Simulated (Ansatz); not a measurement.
**CdS: band-structure calculation**

The run: band-structure calculation of CdS (2 atoms in the cell). Method and program: DFT, r2SCAN with spin-orbit coupling, plane waves, PAW (Ansatz 0.2.0).

The structure was built on a prototype by a generator. The geometry comes from this level: r2SCAN (a point of a series of strains). It belongs to a series of runs on one base structure; here: epitaxial_111 strain -3.0%. Figures and captions count atoms from 1; the log counts them from 0 in places.

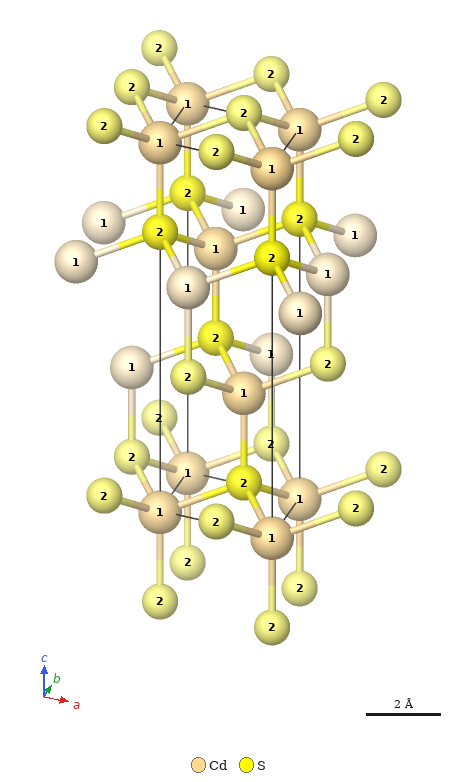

*The input geometry (ball-and-stick view of the cell 3 times as large as that of the calculation, set on its symmetry axes, seen slightly off an axis; neighbours outside the cell are drawn fainter; atoms are numbered from 1 in the order of the input). An atom can appear more than once, as a periodic image.*

Near neighbours in the periodic cell (some may lie outside the picture): Cd has 4 S at 2.52 Å; S has 4 Cd at 2.52 Å.

The input
```yaml
crystal:
  lattice:
    - [0.1123717518, 2.9634101495, 2.9634101495]
    - [2.9634101495, 0.1123717518, 2.9634101495]
    - [2.9634101495, 2.9634101495, 0.1123717518]
  atoms:
    - { symbol: Cd, position: [0.0043133916, 0.0043133916, 0.0043133916] }
    - { symbol: S, position: [0.2456866084, 0.2456866084, 0.2456866084] }
kpoints:
  mp_grid: { grid: [8, 8, 8] }
  band_path:
    path:
      - [0.0, 0.0, 0.0]
      - [-0.5, -0.5, 0.0]
      - [-0.375, -0.375, 0.25]
      - [-0.375, 0.0, 0.375]
      - [0.0, 0.0, 0.5]
      - [-0.5, -0.25, 0.25]
    npoints: 1
hamiltonian:
  xc: r2scan
scf:
  occupations: { method: fermi_dirac, width: 0.02 }
  n_extra_bands: 8
magnetization:
  noncollinear: true
  spin_orbit: true
output:
  forces: true
  stress: true
  eigenvalues: true
  write_density: true
  write_potential: true
  elf: true
  volumetric_format: npy
```

What the program printed
```
scf.n_extra_bands = 8 over 26 filled bands (N_el = 26.0): the run solves 34 bands
Engine: ansatz 0.2.0, x86_64-unknown-linux-gnu
Pseudopotentials: kind: paw_fr
Pseudopotential: Cd, paw_fr, valence charge 20, recommended cutoff 500 eV (meta_gga), Cd.paw.azcp#standard-fr
Pseudopotential: S, paw_fr, valence charge 6, recommended cutoff 500 eV (meta_gga), S.paw.azcp#standard-fr
Functional definition: r2SCAN
  parameter k0 = 0.174
  parameter k1 = 0.065
  parameter a1 = 4.9479
  exchange = r2scan_x(k0 = k0, k1 = k1, a1 = a1)
  correlation = r2scan_c
non-collinear run that drives no moment, with spin-orbit: no starting moment large enough to seed its density (crystal.atoms[].spin), no starting occupations that ask for one, no magnetisation constraint and no magnetic field, so the semilocal B_xc is pinned to zero
Crystal: 2 atoms, lattice volume = 49.089 Å³
Basis set: ecut = 500 eV, 1267 PW (Γ), exchange–correlation on 128×128×128 points (64 copies of the dense FFT grid, shifted against one another)
Bands: 34, of which v1, the nominal top of the filled ones, is band 26 counted from 1 (25 counted from 0)
Symmetry: 6 space group operations + 6 with time reversal
Magnetic group: BNS 160.66 (UNI 1296), of the structure as read, at distance tolerance 3.7e-5 Å
k-points: 65 of 512 (time reversal used)
Projection manifold: j_resolved (fully-relativistic pseudo-atomic orbitals)
Non-local potential: Cd, projectors of the file, l = 0: 3, l = 1: 4, l = 2: 4, l = 3: 2
Non-local potential: S, projectors of the file, l = 0: 2, l = 1: 4, l = 2: 4
PAW form: soft (Blöchl's): semilocal exchange-correlation on the pseudo side does not see the compensation charge
PAW frozen core: Cd, regenerated for the run's functional (the file was generated under x = pbe(κ = 0.804, μ = 0.2195149727645171), c = pbe(β = 0.06672455060314922))
PAW frozen core: S, regenerated for the run's functional (the file was generated under x = pbe(κ = 0.804, μ = 0.2195149727645171), c = pbe(β = 0.06672455060314922))
PAW one-centre angular grid: Cd, 590 points (default); XC on 224 Gauss nodes
PAW one-centre angular grid: S, 302 points (default); XC on 160 Gauss nodes
Initial density: superposition of atomic densities (chi_scale 0.1, normalization cell, long waves kept (reshape's long-wave potential 0.00 eV rms))
Initial wavefunctions: pseudopotential atomic-orbital guess
Functional: x = r2scan, c = r2scan; τ floored in thin density (d = 2e-4 eV/Å³)
iter 1 solved again at ethr=1.58e-3 eV; its pass at ethr=3.10e-3 eV (dr2=4.10e-1 eV) is discarded
SCF iter   1: F=—  HF=-9167.203029 eV  |F-HF|=—  |Δ(HF+E_count)|=         —  Δρ=3.19e-2  dr2=4.00e-1  dr2_τ=4.22e-3  dr2_m=0.00e0 (ungated)  ethr=1.58e-3  |M|=0.00e0 ∫|m|=0.00e0 μB  |m|>n=0.0e0 m-floor=0.0e0 τ_xc=0.0e0  β_m=0.30  ⟨swp⟩=1.2  Hψ=15012  notcnv=0
preconditioner: auto → none  [insulator: Δε(μ)=1.591 eV  Ē_g=13.348 eV  σ=0.020 eV  W_gap=1.00  n_scr=14 (ndim 8)  ℏωp=22.5 eV  f_vac=0.061  D(μ)=0.00/eV (n_scr^D=0)  ε∞_Penn≈3.8]
SCF iter   2: F=—  HF=-9167.183185 eV  |F-HF|=—  |Δ(HF+E_count)|=   1.98e-2  Δρ=1.90e-2  dr2=1.14e-1  dr2_τ=3.28e-3  dr2_m=0.00e0 (ungated)  ethr=1.54e-3  |M|=0.00e0 ∫|m|=0.00e0 μB  |m|>n=0.0e0 m-floor=0.0e0 τ_xc=0.0e0  β_m=0.46  ⟨swp⟩=3.0  Hψ=3902  notcnv=0
SCF iter   3: F=—  HF=-9167.207306 eV  |F-HF|=—  |Δ(HF+E_count)|=   2.41e-2  Δρ=6.25e-3  dr2=8.91e-3  dr2_τ=1.39e-4  dr2_m=0.00e0 (ungated)  ethr=4.39e-4  |M|=0.00e0 ∫|m|=0.00e0 μB  |m|>n=0.0e0 m-floor=0.0e0 τ_xc=0.0e0  β_m=0.59  ⟨swp⟩=3.0  Hψ=3781  notcnv=0  defer=126
SCF iter   4: F=—  HF=-9167.210726 eV  |F-HF|=—  |Δ(HF+E_count)|=   3.42e-3  Δρ=7.32e-4  dr2=1.78e-4  dr2_τ=3.52e-6  dr2_m=0.00e0 (ungated)  ethr=3.43e-5  |M|=0.00e0 ∫|m|=0.00e0 μB  |m|>n=0.0e0 m-floor=0.0e0 τ_xc=0.0e0  β_m=0.55  ⟨swp⟩=3.1  Hψ=4258  notcnv=0  defer=188
SCF iter   5: F=—  HF=-9167.210733 eV  |F-HF|=—  |Δ(HF+E_count)|=   6.85e-6  Δρ=1.98e-4  dr2=1.28e-5  dr2_τ=3.31e-7  dr2_m=0.00e0 (ungated)  ethr=6.86e-7  |M|=0.00e0 ∫|m|=0.00e0 μB  |m|>n=0.0e0 m-floor=0.0e0 τ_xc=0.0e0  β_m=0.69  ⟨swp⟩=2.1  Hψ=3126  notcnv=0  defer=188
SCF iter   6: F=—  HF=-9167.211133 eV  |F-HF|=—  |Δ(HF+E_count)|=   4.00e-4  Δρ=5.06e-5  dr2=1.12e-6  dr2_τ=2.73e-8  dr2_m=0.00e0 (ungated)  ethr=4.93e-8  |M|=0.00e0 ∫|m|=0.00e0 μB  |m|>n=0.0e0 m-floor=0.0e0 τ_xc=0.0e0  β_m=0.79  ⟨swp⟩=2.0  Hψ=3180  notcnv=0  defer=188
SCF iter   7: F=-9167.211134 eV  HF=-9167.211134 eV  |F-HF|=8.81e-9  |Δ(HF+E_count)|=   1.59e-7  Δρ=7.35e-6  dr2=2.58e-8  dr2_τ=6.83e-10  dr2_m=0.00e0 (ungated)  ethr=3.85e-10  |M|=0.00e0 ∫|m|=0.00e0 μB  |m|>n=0.0e0 m-floor=0.0e0 τ_xc=0.0e0  ⟨swp⟩=14.2  Hψ=18716  notcnv=0
SCF 1 converged in 7 iterations: F = -9167.211134 eV  dr2 = 2.58e-8
  greatest PAW one-centre occupation: 1.001 electrons in one spin orbital (limit 2), on the Cd atom at site 0 (counted from 0), in its partial waves of l = 0
```

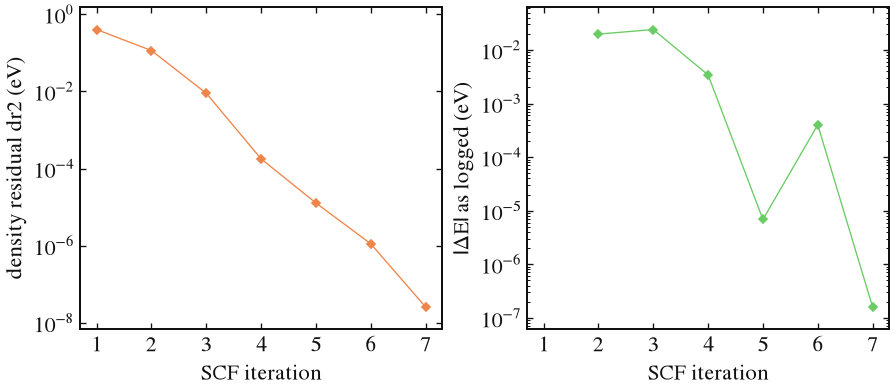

*Convergence of the self-consistent field: density residual dr2 and size of the energy change against the SCF iteration.*

The residual falls at every step.

```
NSCF: frozen V_eff on 6 k-points
SCF converged after 7 iterations
Magnetization: |M| = 0.0000 μB,  M = (+0.0000, +0.0000, +0.0000) μB
Absolute magnetization: 0.0000 μB (∫|m|)
  site 0: m = (+0.0000, +0.0000, +0.0000) μB, |m| = 0.0000 μB  (R = 1.04 Å)
  site 1: m = (+0.0000, +0.0000, +0.0000) μB, |m| = 0.0000 μB  (R = 1.04 Å)
Free energy (F): -9167.211134 eV
Harris-Foulkes:  -9167.211134 eV  (|F-HF|=8.81e-9)
Internal energy: -9167.211134 eV  (E = F + TS)
E sigma→0 (E₀):  -9167.211134 eV
Fermi energy:    7.631790 eV
--- Per-component energies (eV) ---
  E_band       = -531.522463
  E_kinetic    = 612.629879
  E_local      = -3996.154866  (includes V_loc(G=0)·N_el)
  E_nonlocal   = 61.249201
  E_hartree    = 1837.636156
  E_xc         = -260.363002
  E_vxc        = -340.788618  (∫ρ·V_xc dr)
  E_paw        = -4706.298271  (= ΣΔE_a)
  E_vpaw       = -565.473234  (= ΣTr[D̂ρ^β])
  E_aug_tail   = 0.000007  (compensation charges beyond the density's cutoff)
  E_vtau       = 21.745779  (kinetic-family band-sum trace: ∫τ·v_τ [+ j·A + Jᵃ·Aᵃ] dr)
  E_ewald      = -2715.235358
  E_core_change = -0.674880  (= ΣΔE_core)
  E_smearing   = -0.000000  (= −TS)
  E_closure    = 0.000000  (closes the sum)
  Σ components = -9167.211134   (vs F -9167.211134, Δ=0.00e0)
--- Forces (eV/Å), atoms counted from 1 ---
  atom   1  Cd     0.00019498     0.00019498     0.00019498
  atom   2  S     -0.00022345    -0.00022345    -0.00022345
  max |Σ_I F_I| component: 2.85e-5 eV/Å
--- Stress (GPa, compression-positive) ---
        1.957764      -1.007368      -1.007368
       -1.007368       1.957764      -1.007368
       -1.007368      -1.007368       1.957764
  P = ⅓ Tr σ = 1.9578 GPa (19.578 kbar)
--- Band table (eV; the first three rows and the last of 65) ---
  k-point 0: bands = ["-97.2686", "-97.2686", "-61.4183", "-61.4183", "-55.6977", "-55.6977", "-55.6933", "-55.6933", "-6.1235", "-6.1235", "-1.5040", "-1.5040", "-1.4753", "-1.4753", "-0.9939", "-0.9939", "-0.5911", "-0.5911", "-0.5893", "-0.5893", "6.6087", "6.6087", "6.8635", "6.8635", "6.8944", "6.8944", "8.3650", "8.3650", "13.3871", "13.3871", "14.0343", "14.0343", "14.2577", "14.2577"]
  k-point 1: bands = ["-97.2685", "-97.2685", "-61.4183", "-61.4183", "-55.6978", "-55.6978", "-55.6934", "-55.6934", "-6.0574", "-6.0565", "-1.4999", "-1.4804", "-1.4362", "-1.4217", "-0.9735", "-0.9443", "-0.6019", "-0.5969", "-0.5903", "-0.5531", "5.8609", "5.8623", "6.5155", "6.5228", "6.7515", "6.7655", "9.1423", "9.1497", "13.5066", "13.5745", "13.8374", "13.9021", "14.3261", "14.3290"]
  k-point 2: bands = ["-97.2685", "-97.2685", "-61.4184", "-61.4184", "-55.6980", "-55.6980", "-55.6935", "-55.6935", "-5.8965", "-5.8950", "-1.4833", "-1.4372", "-1.3137", "-1.2628", "-0.8918", "-0.8507", "-0.5789", "-0.5758", "-0.5511", "-0.5023", "4.3544", "4.3595", "6.2088", "6.2194", "6.4750", "6.4948", "9.9532", "9.9573", "13.5046", "13.5731", "14.1503", "14.2177", "14.4823", "14.4886"]
  k-point 64: bands = ["-97.2685", "-97.2685", "-61.4184", "-61.4184", "-55.6978", "-55.6978", "-55.6938", "-55.6938", "-5.7115", "-5.7115", "-1.4191", "-1.4191", "-1.0687", "-1.0687", "-0.7863", "-0.7863", "-0.4841", "-0.4841", "-0.2303", "-0.2303", "2.1169", "2.1169", "6.1302", "6.1302", "6.1729", "6.1729", "10.6763", "10.6763", "14.4286", "14.4286", "14.5620", "14.5620", "14.6964", "14.6964"]
```

File rho_z.tsv
```
# z_ang	rho[e/angstrom^3]	m_x[e/angstrom^3]	m_y[e/angstrom^3]	m_z[e/angstrom^3]	m_norm[e/angstrom^3]
# format = ansatz-planar-average/11
# lattice	0.112371752	2.963410150	2.963410150
# lattice	2.963410150	0.112371752	2.963410150
# lattice	2.963410150	2.963410150	0.112371752
# sites	2
# site	48	0.026049400	0.026049400	0.026049400
# site	16	1.483748612	1.483748612	1.483748612
0.000000	1.521903e0	0.000000e0	0.000000e0	0.000000e0	0.000000e0
0.131013	1.511427e0	0.000000e0	0.000000e0	0.000000e0	0.000000e0
0.262025	1.394460e0	0.000000e0	0.000000e0	0.000000e0	0.000000e0
0.393038	1.203411e0	0.000000e0	0.000000e0	0.000000e0	0.000000e0
0.524050	9.823786e-1	0.000000e0	0.000000e0	0.000000e0	0.000000e0
0.655063	7.720470e-1	0.000000e0	0.000000e0	0.000000e0	0.000000e0
0.786075	5.993680e-1	0.000000e0	0.000000e0	0.000000e0	0.000000e0
0.917088	4.743594e-1	0.000000e0	0.000000e0	0.000000e0	0.000000e0
1.048100	3.929318e-1	0.000000e0	0.000000e0	0.000000e0	0.000000e0
1.179113	3.430956e-1	0.000000e0	0.000000e0	0.000000e0	0.000000e0
1.310125	3.113366e-1	0.000000e0	0.000000e0	0.000000e0	0.000000e0
1.441138	2.866900e-1	0.000000e0	0.000000e0	0.000000e0	0.000000e0
1.572150	2.620766e-1	0.000000e0	0.000000e0	0.000000e0	0.000000e0
1.703163	2.342528e-1	0.000000e0	0.000000e0	0.000000e0	0.000000e0
1.834175	2.033800e-1	0.000000e0	0.000000e0	0.000000e0	0.000000e0
1.965188	1.719069e-1	0.000000e0	0.000000e0	0.000000e0	0.000000e0
2.096201	1.428278e-1	0.000000e0	0.000000e0	0.000000e0	0.000000e0
2.227213	1.183299e-1	0.000000e0	0.000000e0	0.000000e0	0.000000e0
2.358226	9.939364e-2	0.000000e0	0.000000e0	0.000000e0	0.000000e0
2.489238	8.614817e-2	0.000000e0	0.000000e0	0.000000e0	0.000000e0
2.620251	7.860997e-2	0.000000e0	0.000000e0	0.000000e0	0.000000e0
2.751263	7.736974e-2	0.000000e0	0.000000e0	0.000000e0	0.000000e0
2.882276	8.407866e-2	0.000000e0	0.000000e0	0.000000e0	0.000000e0
3.013288	1.024012e-1	0.000000e0	0.000000e0	0.000000e0	0.000000e0
3.144301	1.398383e-1	0.000000e0	0.000000e0	0.000000e0	0.000000e0
3.275313	2.086986e-1	0.000000e0	0.000000e0	0.000000e0	0.000000e0
3.406326	3.234376e-1	0.000000e0	0.000000e0	0.000000e0	0.000000e0
3.537338	4.938590e-1	0.000000e0	0.000000e0	0.000000e0	0.000000e0
3.668351	7.170273e-1	0.000000e0	0.000000e0	0.000000e0	0.000000e0
3.799363	9.721079e-1	0.000000e0	0.000000e0	0.000000e0	0.000000e0
3.930376	1.221340e0	0.000000e0	0.000000e0	0.000000e0	0.000000e0
4.061389	1.418284e0	0.000000e0	0.000000e0	0.000000e0	0.000000e0
```

File v_z.tsv
```
# z_ang	v_es[eV]	v_tot[eV]	b_x[eV]	b_y[eV]	b_z[eV]
# format = ansatz-planar-average/11
# xc	r2scan
# density_cutoff_ev	2000
# datasets	Cd=:simpson_from_first_knot:soft:shift=0	S=:simpson_from_first_knot:soft:shift=0
# lattice	0.112371752	2.963410150	2.963410150
# lattice	2.963410150	0.112371752	2.963410150
# lattice	2.963410150	2.963410150	0.112371752
# sites	2
# site	48	0.026049400	0.026049400	0.026049400
# site	16	1.483748612	1.483748612	1.483748612
0.000000	2.613940e0	-9.989869e0	0.000000e0	0.000000e0	0.000000e0
0.131013	1.854285e0	-1.108621e1	0.000000e0	0.000000e0	0.000000e0
0.262025	1.101686e0	-1.201001e1	0.000000e0	0.000000e0	0.000000e0
0.393038	5.007446e-1	-1.263897e1	0.000000e0	0.000000e0	0.000000e0
0.524050	1.921205e-1	-1.282545e1	0.000000e0	0.000000e0	0.000000e0
0.655063	2.319338e-1	-1.255477e1	0.000000e0	0.000000e0	0.000000e0
0.786075	5.892348e-1	-1.192856e1	0.000000e0	0.000000e0	0.000000e0
0.917088	1.193949e0	-1.096330e1	0.000000e0	0.000000e0	0.000000e0
1.048100	1.972656e0	-9.725522e0	0.000000e0	0.000000e0	0.000000e0
1.179113	2.847341e0	-8.349634e0	0.000000e0	0.000000e0	0.000000e0
1.310125	3.749469e0	-6.916417e0	0.000000e0	0.000000e0	0.000000e0
1.441138	4.670536e0	-5.480790e0	0.000000e0	0.000000e0	0.000000e0
1.572150	5.692171e0	-3.964143e0	0.000000e0	0.000000e0	0.000000e0
1.703163	6.867678e0	-2.274089e0	0.000000e0	0.000000e0	0.000000e0
1.834175	8.105369e0	-5.175910e-1	0.000000e0	0.000000e0	0.000000e0
1.965188	9.225732e0	1.120410e0	0.000000e0	0.000000e0	0.000000e0
2.096201	1.007366e1	2.467883e0	0.000000e0	0.000000e0	0.000000e0
2.227213	1.060069e1	3.431225e0	0.000000e0	0.000000e0	0.000000e0
2.358226	1.086273e1	4.048078e0	0.000000e0	0.000000e0	0.000000e0
2.489238	1.092840e1	4.391181e0	0.000000e0	0.000000e0	0.000000e0
2.620251	1.082555e1	4.461634e0	0.000000e0	0.000000e0	0.000000e0
2.751263	1.056774e1	4.213079e0	0.000000e0	0.000000e0	0.000000e0
2.882276	1.012757e1	3.692663e0	0.000000e0	0.000000e0	0.000000e0
3.013288	9.476280e0	2.942384e0	0.000000e0	0.000000e0	0.000000e0
3.144301	8.663290e0	1.821974e0	0.000000e0	0.000000e0	0.000000e0
3.275313	7.784683e0	3.273834e-1	0.000000e0	0.000000e0	0.000000e0
3.406326	6.920809e0	-1.329413e0	0.000000e0	0.000000e0	0.000000e0
3.537338	6.110277e0	-3.027208e0	0.000000e0	0.000000e0	0.000000e0
3.668351	5.356565e0	-4.670835e0	0.000000e0	0.000000e0	0.000000e0
3.799363	4.647500e0	-6.183188e0	0.000000e0	0.000000e0	0.000000e0
3.930376	3.971614e0	-7.569218e0	0.000000e0	0.000000e0	0.000000e0
4.061389	3.311344e0	-8.821618e0	0.000000e0	0.000000e0	0.000000e0
```

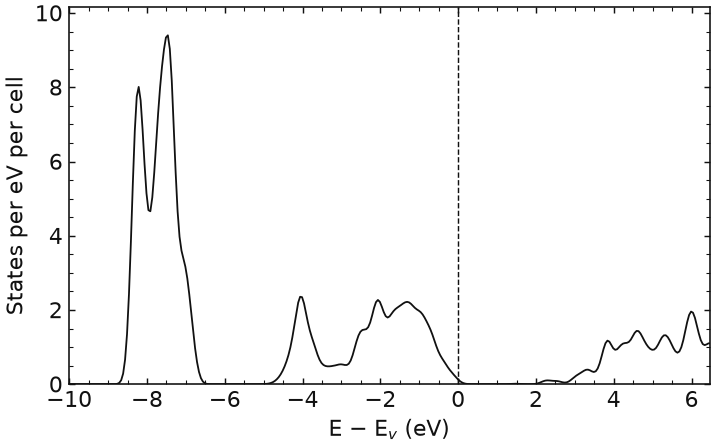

*Density of states (the curve is built from the levels of the k mesh with Gaussians 0.3 eV wide, which also blur the band edges), with energies from the valence-band top.*

There is a gap of 1.47 eV on the k-point mesh. Small ripples come from the finite k-point mesh.

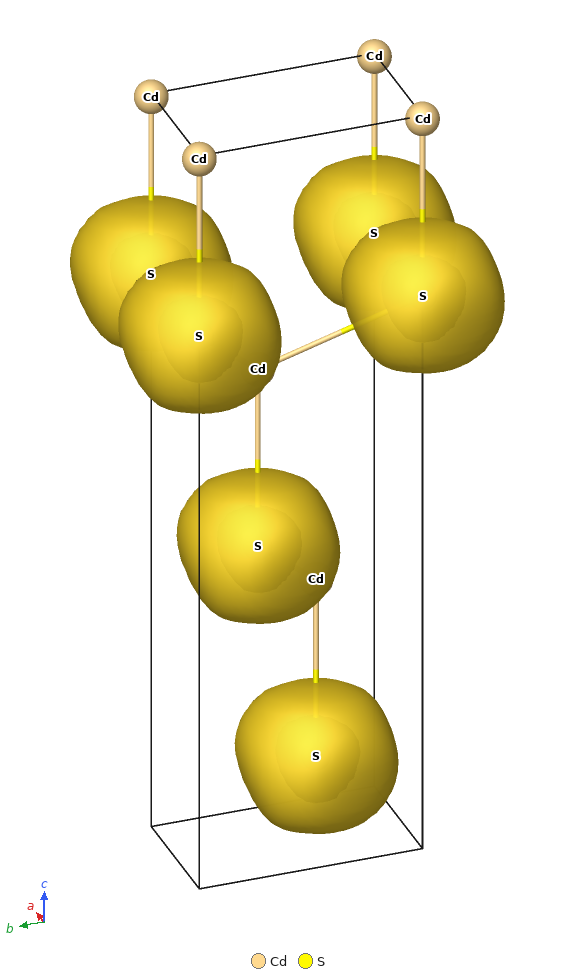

*Isosurface of the electron localisation function at 0.75 (yellow), seen at an oblique angle. Core shells and regions of very low density are left out. Sticks mark near contacts. The outline is the cell set on symmetry axes.*

Profiles from the grid: Cd–S (2.52 Å): the ELF is about 0.35 at the midpoint. Core electrons are frozen (PAW), so the fields are smoothed inside the atomic spheres.

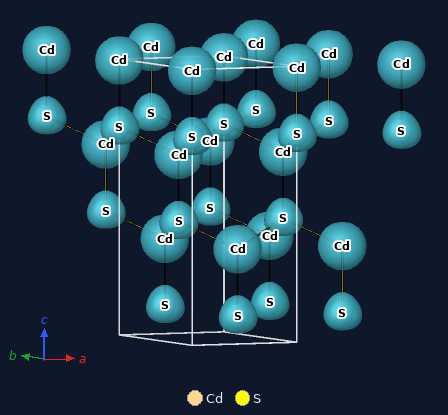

*Isosurface of the valence pseudo-density at 1 e/Å³ (cyan), seen at an oblique angle. Sticks mark near contacts. The outline is the cell set on symmetry axes.*

At this value the density breaks into separate islands; it holds about 65 % of the electrons treated as valence (semicore included). It is pinched off along the Cd–S (2.52 Å) contacts. On the grid the lowest density along these lines, outside the cores, is 0.42 e/Å³ (Cd–S, 2.52 Å).

Key numbers

- outcome: converged
- space group (tolerance 0.01 Å): R3m (160)
- electrons treated: 26
- free energy: −9167.2111 eV
- Fermi energy: 7.632 eV
- gap on the k-point mesh: 1.47 eV
- net moment of the cell: 0.00 μB
- integrated absolute moment: 0.00 μB
- pressure: 1.96 GPa
- largest force (length of the vector): under 0.001 eV/Å
- hardware: 1 × NVIDIA H100 80GB HBM3, 2 threads of AMD EPYC (Zen 3), 288 GiB of memory available, shared host
- wall time: 7.2 s (CPU time 12 s)
- peak memory: 1.4 GiB
